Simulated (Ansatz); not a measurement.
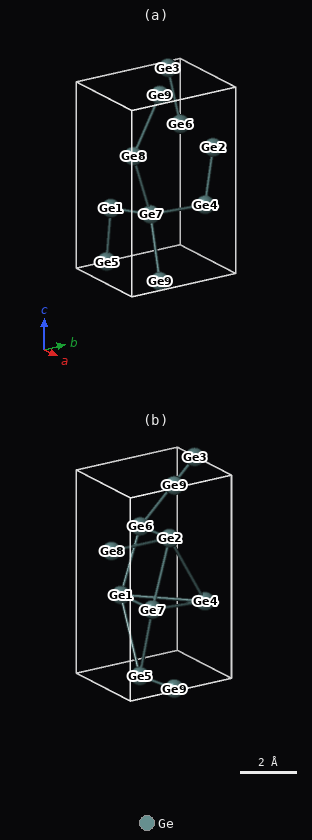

The structure of a crystal of Ge (a generated structure, set up in P3_112) (coarse preliminary run) before (top) and after (bottom) a relaxation, at one scale.

A ball-and-stick model of the cell of the calculation, seen slightly off an axis.

Theory: DFT PBE, scalar-relativistic, plane waves, PAW (Ansatz). (plane-wave cutoff 420 eV; k-point mesh 3 × 3 × 4; occupations gaussian; smearing width 0.1 eV; no spin polarisation; cell and atoms relaxed; force threshold 0.04 eV/Å; at most 70 steps)

Describe what moved and what it gained.

Answer. The largest moves relative to the cell, 1.49 Å, are those of Ge1, Ge2, Ge3, Ge4, Ge5 and Ge6. Ge2 goes roughly along [−1 −2 0]. Cell: a = b 5.788 → 5.636 Å (−2.6 %), c 6.789 → 7.404 Å (+9.1 %). Volume +3.4 %. Among the contacts that change: Ge1–Ge6 4.607 → 2.579 Å, Ge1–Ge5 2.076 → 3.261 Å, Ge7–Ge8 2.460 → 3.360 Å, Ge1–Ge9 3.472 → 2.633 Å. New bonds form: Ge1–Ge6 (4.61 → 2.58 Å), Ge2–Ge5 (4.61 → 2.58 Å), Ge3–Ge4 (4.61 → 2.58 Å). Bond angles that change, for instance: Ge3–Ge9–Ge5 96.3° → 69.7°, Ge5–Ge3–Ge9 137.2° → 124.7°. The space group stays P3_112 (No. 151). The energy falls by 7.220 eV per cell of the calculation in 14 accepted moves (16 points after the start). The largest force component goes from 5.3 to 0.007 eV/Å. The pressure goes from 22.82 to 0.09 GPa. The line search rejected the trial step at point 13 of the run. At 1 point the geometry stayed and the basis and grid were re-selected for the new cell (energy shift of 4.9 meV per cell of the calculation at most each time). Cost: 120 s on 1 thread of Intel(R) Xeon(R) 6975P-C (Granite Rapids), with other jobs on the host, peak memory 0.58 GiB.
